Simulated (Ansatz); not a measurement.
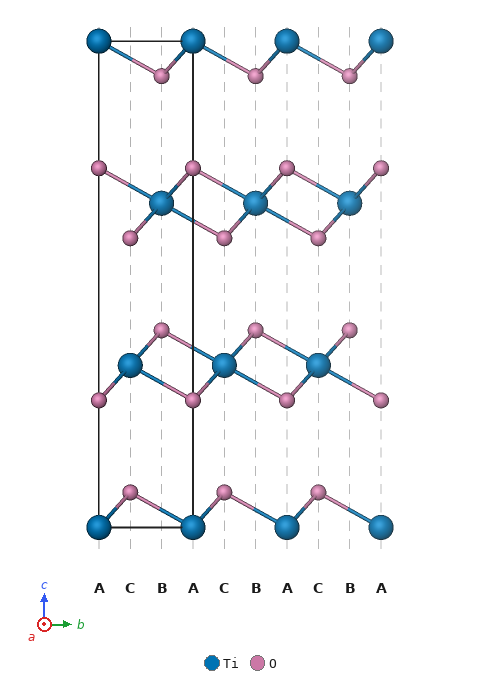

Projection along an edge of the hexagonal mesh, stacking direction c upwards. The dashed lines mark the three columns A (0, 0), B (1/3, 2/3) and C (2/3, 1/3). The sequence starts with the first layer at or above the cell's origin.

TiO₂. Coordinates: coordinates from a relaxation with DFT PBE+D3(BJ), scalar-relativistic, plane waves, PAW in Ansatz 0.2.0.

> List the layers of one repeat.

Ti(A) – O(C) – O(A) – Ti(C) – O(B) – O(C) – Ti(B) – O(A) – O(B) (nine layers in 13.35 Å).

> How are the O layers alone stacked?

O layers alone: CABCAB, the cubic close-packed type.

> Which positions between or in the O layers do the other atoms fill?

Ti: three octahedral sites (per hexagonal cell). Three of the six gaps between O layers are empty, 2.53 Å wide.

> What short polytype symbol fits?

Polytype symbol 3R, the symbol of a layered MX2 polytype (number of slabs in the repeat and lattice).

Heights of the layers:

| layer | atoms (column) | height (Å) | to next (Å) |
| --- | --- | --- | --- |
| 1 | Ti(A) | 0.00 | 0.96 |
| 2 | O(C) | 0.96 | 2.53 |
| 3 | O(A) | 3.49 | 0.96 |
| 4 | Ti(C) | 4.45 | 0.96 |
| 5 | O(B) | 5.41 | 2.53 |
| 6 | O(C) | 7.94 | 0.96 |
| 7 | Ti(B) | 8.90 | 0.96 |
| 8 | O(A) | 9.86 | 2.53 |
| 9 | O(B) | 12.38 | 0.96 |
